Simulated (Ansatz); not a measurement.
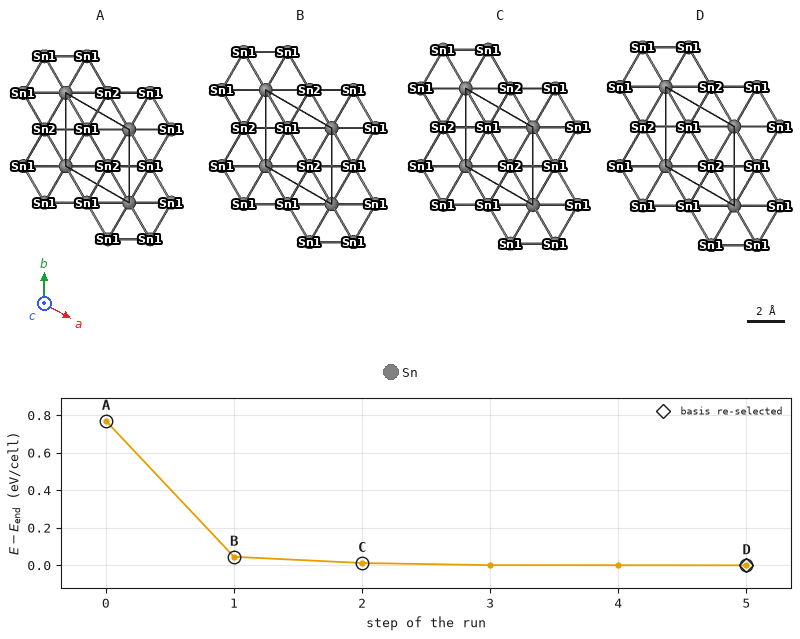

Frames of a relaxation of crystalline Sn (a generated structure, set up in R-3m), marked on the history of the run. The picture is a ball-and-stick view of the conventional cell (3 times the calculation's cell), seen along the c axis. Lengths and directions refer to the drawn axes.

The start is a swapped structure.

Level of theory: DFT, PAW plane waves, r2SCAN in Ansatz 0.2.0. Settings: plane-wave cutoff 500 eV; k-point mesh 9 × 9 × 9; occupations fermi dirac; smearing width 0.1 eV; no spin polarisation; cell and atoms relaxed; at most 40 steps.

What happens along the run?

Over 4 accepted moves (5 points after the start) the energy falls by 0.770 eV per cell of the calculation. Largest force component: 2.4 eV/Å at the start, 0.0032 eV/Å at the end. The pressure goes from 14.17 to 0.01 GPa. The SCF was repeated once at an unchanged geometry on a basis and grid sized afresh for the cell, which shifted the energy by 0.7 meV per cell of the calculation at most. The largest moves relative to the cell, 0.24 Å, are those of Sn1 and Sn2. Sn1 goes along +c. The drawn cell changes as follows: a = b 3.996 → 4.319 Å (+8.1 %), c 11.114 → 10.591 Å (−4.7 %); the volume changes by +11.4 %. Near-neighbour distances that change, for instance: Sn1–Sn2 2.674 → 3.055 Å, Sn1–Sn2 (another image) 3.294 → 3.056 Å. Bond angles that change, for instance: Sn2–Sn1–Sn2 74.7° → 89.9°, Sn2–Sn1–Sn2 164.8° → 180.0°, Sn2–Sn1–Sn2 96.7° → 90.0°. The space group (tolerance 0.01 Å) goes from R-3m (No. 166) to Pm-3m (No. 221). Cost: 45 s on 2 threads of Arm Neoverse V2 (shared host), peak memory 0.54 GiB. From step 0 to 1: Sn atoms move most (0.20 Å), volume +9.2 %, energy −0.725 eV per cell of the calculation. From step 1 to 2: Sn atoms move most (0.02 Å), volume +1.3 %, energy −33.3 meV per cell of the calculation. From step 2 to 5: Sn atoms move most (0.03 Å), volume +0.7 %, energy −12.3 meV per cell of the calculation.

```json
{"step": "0", "E − E(0), meV/atom": "0.00", "largest force component, eV/Å": "2.3711", "pressure, GPa": "14.17", "volume, Å³/atom": "25.613", "note": ""}
{"step": "1", "E − E(0), meV/atom": "-362.43", "largest force component, eV/Å": "0.3875", "pressure, GPa": "1.31", "volume, Å³/atom": "27.972", "note": ""}
{"step": "2", "E − E(0), meV/atom": "-379.06", "largest force component, eV/Å": "0.1926", "pressure, GPa": "0.40", "volume, Å³/atom": "28.335", "note": ""}
{"step": "3", "E − E(0), meV/atom": "-384.68", "largest force component, eV/Å": "0.0437", "pressure, GPa": "0.02", "volume, Å³/atom": "28.515", "note": ""}
{"step": "4", "E − E(0), meV/atom": "-384.89", "largest force component, eV/Å": "0.0032", "pressure, GPa": "0.00", "volume, Å³/atom": "28.523", "note": ""}
{"step": "5", "E − E(0), meV/atom": "-385.24", "largest force component, eV/Å": "0.0032", "pressure, GPa": "0.01", "volume, Å³/atom": "28.523", "note": "same geometry, new basis"}
```
